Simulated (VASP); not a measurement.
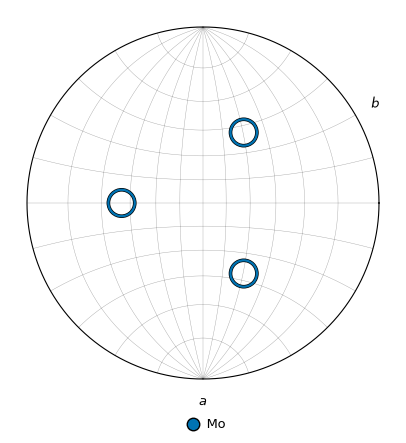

Crystal: MoSe2, an entry of the Crystallography Open Database, as set up for an electronic-structure calculation. Directions from one selenium atom at (2/3, 1/3, 3/8) to its bonded neighbours, in stereographic projection down c (filled: above the plane of the page or in it, open: below). Geometry calculated from the standardised cell; symmetry tolerance 0.002 Å.

Neighbours are counted up to 3.19 Å for Mo.

```yaml
crystal:
  lattice:
    - [3.28800, 0.00000, 0.00000]
    - [-1.64400, 2.84749, 0.00000]
    - [0.00000, 0.00000, 12.90000]
  atoms:
    - { symbol: Mo, position: [0.66667, 0.33333, 0.75000] }
    - { symbol: Mo, position: [0.33333, 0.66667, 0.25000] }
    - { symbol: Se, position: [0.66667, 0.33333, 0.37500] }
    - { symbol: Se, position: [0.33333, 0.66667, 0.87500] }
    - { symbol: Se, position: [0.66667, 0.33333, 0.12500] }
    - { symbol: Se, position: [0.33333, 0.66667, 0.62500] }
```

How many neighbours are there, and at what angles?

3: 3 Mo at 2.49 Å. Angles between bonds: 83° (3×).

What is the site's symmetry in the crystal?

Point group 3m (C3v), order 6: one threefold axis, three mirror planes. In P6₃/mmc (No. 194) this is Wyckoff position 4f.
